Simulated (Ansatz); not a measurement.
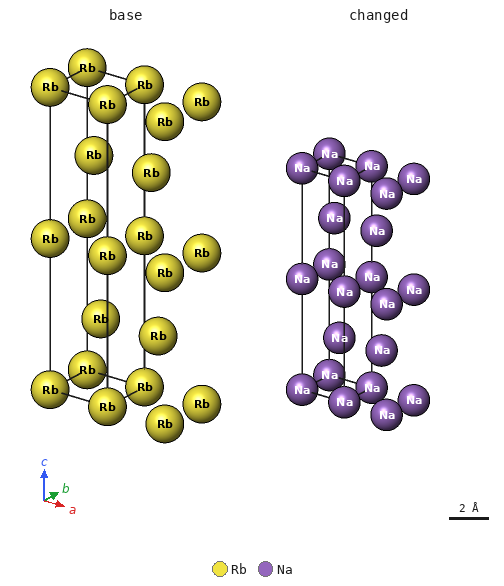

Left: a crystal of Rb (set up in P6_3/mmc). Right: the same structure after one change, at the same scale. The picture is a spheres-only view of the cell of the calculation, repeated 2 × 1 × 1 with one cell outlined, seen slightly off an axis.

These are results of Ansatz 0.2.0, DFT PBE+D3(BJ), scalar-relativistic, plane waves, PAW, not measurements. Settings: plane-wave cutoff 420 eV; k-point mesh 12 × 12 × 4; occupations gaussian; smearing width 0.1 eV; no spin polarisation.

**What distinguishes the right structure from the left one?**

Every rubidium atom is replaced by sodium, which gives Na. Cell and atoms are relaxed again (to zero pressure within 0.1 GPa, forces under 0.01 eV/Å).

**What does the change do?**

The volume per atom goes from 85.95 to 34.14 Å³. The drawn cell changes as follows: a = b 4.956 → 3.650 Å (−26.4 %), c 16.161 → 11.836 Å (−26.8 %); the volume changes by −60.3 %. The space group stays P6_3/mmc (No. 194). Both are metals.
